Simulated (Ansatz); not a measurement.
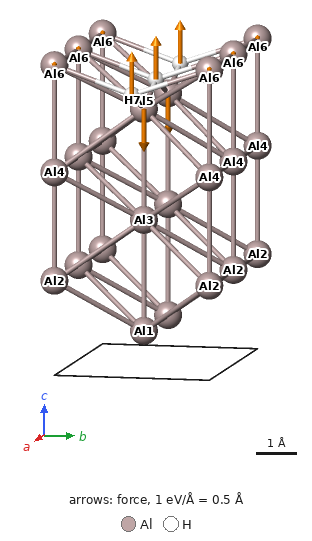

Starting geometry of a slab of composition Al6H (cut from the Fm-3m phase) with the computed forces as orange arrows. A ball-and-stick model of the 2 × 1 repeat of the cell, outlined in the plane, without the vacuum, seen slightly off an axis.

Case: H put at a bridge Al-Al site. The slab is the (1 1 0) face of Al with H on it. 3 atoms are held fixed.

Theory: DFT PBEsol, scalar-relativistic, plane waves, PAW in Ansatz.

Input file:
```yaml
crystal:
  lattice:
    - [2.8394270062, 0.0, 0.0]
    - [0.0, 4.0155561815, 0.0]
    - [0.0, 0.0, 26.0985675155]
  atoms:
    - { symbol: Al, position: [0.5, 0.5, 0.3256883733] }
    - { symbol: Al, position: [0.0, 0.0, 0.3800865123] }
    - { symbol: Al, position: [0.5, 0.5, 0.4344846513] }
    - { symbol: Al, position: [0.0, 0.0, 0.4863154555] }
    - { symbol: Al, position: [0.5, 0.5, 0.5431153486] }
    - { symbol: Al, position: [0.0, 0.0, 0.5914115929] }
    - { symbol: H, position: [0.0, 0.5, 0.5645901975] }
basis:
  ecutwfc: 420
kpoints:
  mp_grid: { grid: [10, 7, 1] }
hamiltonian:
  xc: pbesol
scf:
  occupations: { method: gaussian, width: 0.1 }
output:
  forces: true
  eigenvalues: true
relax:
  adjacent_minimum: "off"
  f_tol: 0.03
  max_steps: 70
  constraints: [{ sites: [0, 1, 2] }]
efield:
  axis: 3
  dipole_correction: true
  ramp_width: 0.04
```

Command:
```bash
ansatz run input.yaml --threads 1 --pin off --max-ram 2560MiB --backend cpu --events-out ev --progress --plain --runs-dir out
```

Question: Is this structure relaxed? If not, where do the atoms go?

Answer: It isn't relaxed: the largest force vector, on H atoms, is 2.23 eV/Å. The final displacements follow the starting forces only in part (cosine between the two patterns 0.65). H7 moves most: 1.25 Å along the normal (+c). By element the largest moves are H 1.25 Å, Al 0.23 Å. The cell doesn't change. Among the contacts that change: Al5–H7 1.526 → 2.240 Å, Al4–Al6 2.743 → 2.859 Å, Al2–Al4 2.772 → 2.884 Å, Al6–H7 2.126 → 2.034 Å. Bonds break: Al5–H7 (1.53 → 2.24 Å). The energy falls by 1.107 eV per cell of the calculation in 9 accepted moves (10 points after the start). Largest force component: 2.2 eV/Å at the start, 0.027 eV/Å at the end. 1 step only repeated the SCF at the same geometry. Cost: 74 s on 1 thread of Intel(R) Xeon(R) 6975P-C (Granite Rapids) (shared host), peak memory 0.49 GiB.

Limits of the set-up: the periodic images lie only 2.8 Å apart, so the values are limited by the cell's size.
